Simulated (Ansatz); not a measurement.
System: MgO (Periclase).

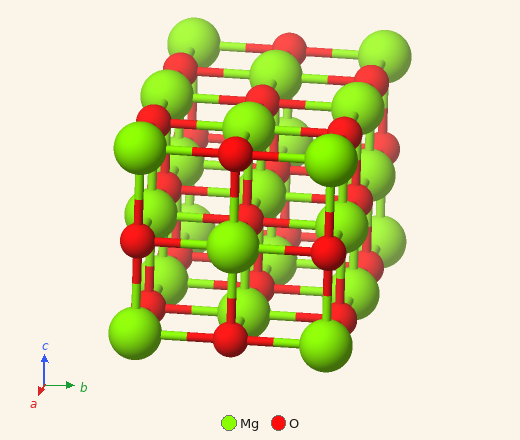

The structure (magnesium green, oxygen red). 2×1×1 conventional cells are drawn. Some periodic images of atoms are drawn too.

The database entry behind the starting cell differs from later determinations by our own check (about 0.1 % long), so it need not match the best structure at ambient conditions.

```xyz
2
Lattice="0.0000 2.1085 2.1085 2.1085 0.0000 2.1085 2.1085 2.1085 0.0000" Properties=species:S:1:pos:R:3 pbc="T T T"
Mg    0.0000    0.0000    0.0000
O     2.1085    2.1085    2.1085
```

The cell and positions come from the Crystallography Open Database and are kept as given unless a step says otherwise. PAW set soft_2, made with PBE.

Gaps computed with Ansatz 0.2.0 without a self-energy: PBE 4.71 eV.

Q: What gap should G0W0 on PBE give (6×6×6 mesh, 120 empty bands, screening to 200 eV, default PAW files)?

About 7.22 eV: on its mesh the run moves the gap from 4.71 eV by +2.51 eV. Bands and cutoff are finite, so the gap is not at the basis limit. The miss can reach some tenths of an eV and take either sign; the mesh is an error of its own.

[Paths, hosts, dates, memory and timing lines, banners, echoed tables and standing remarks are left out of the program output.]

[Logs are printed without paths, hosts, clocks, repeated set-up lines and the standing remarks that a program may print on its own settings, such as how far it seeks lower states.]

[Runs of the session that timed out or met a known fault of the program may be left out.]

[Cells called generated may have been cut or substituted from an entry of the Crystallography Open Database or the Materials Project.]

[Hosts, paths, dates, database ids (printed as entryN), source tags and the programs' standing remarks are cut or masked in the printed files.]
